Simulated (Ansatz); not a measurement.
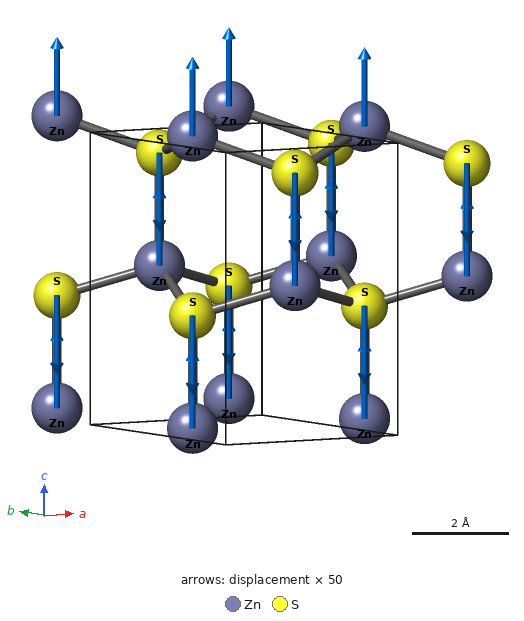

A relaxation of crystalline ZnS (set up in P6_3mc). The starting structure is drawn; blue arrows show the displacements (the part carried along by the change of the cell is left out), magnified 50 times.

The picture is a ball-and-stick view of the cell of the calculation, repeated 2 × 2 × 1 with one cell outlined, seen from a free direction.

These are results of DFT PBEsol, scalar-relativistic, plane waves, PAW (Ansatz 0.2.0), not measurements. Settings: plane-wave cutoff 420 eV; k-point mesh 9 × 9 × 6; occupations gaussian; smearing width 0.02 eV; no spin polarisation; cell and atoms relaxed; force threshold 0.005 eV/Å; at most 80 steps.

> Describe the change and its energy.

The largest moves relative to the cell, 0.034 Å, are those of Zn and S atoms. By element the largest moves are Zn 0.034 Å, S 0.034 Å. The volume changes by −1.9 %, with a = b 3.811 → 3.782 Å (−0.8 %), c 6.234 → 6.209 Å (−0.4 %). Near-neighbour distances that change, for instance: S–Zn 2.400 → 2.323 Å, S–Zn 2.314 → 2.319 Å. The space group stays P6_3mc (No. 186). Over 3 accepted moves (4 points after the start) the energy falls by 6.9 meV per atom. Largest force component: 0.31 eV/Å at the start, 0.00023 eV/Å at the end. The pressure goes from −1.29 to 0.01 GPa. The SCF was repeated once at an unchanged geometry on a basis and grid sized afresh for the cell, which shifted the energy by 0.1 meV per atom at most.
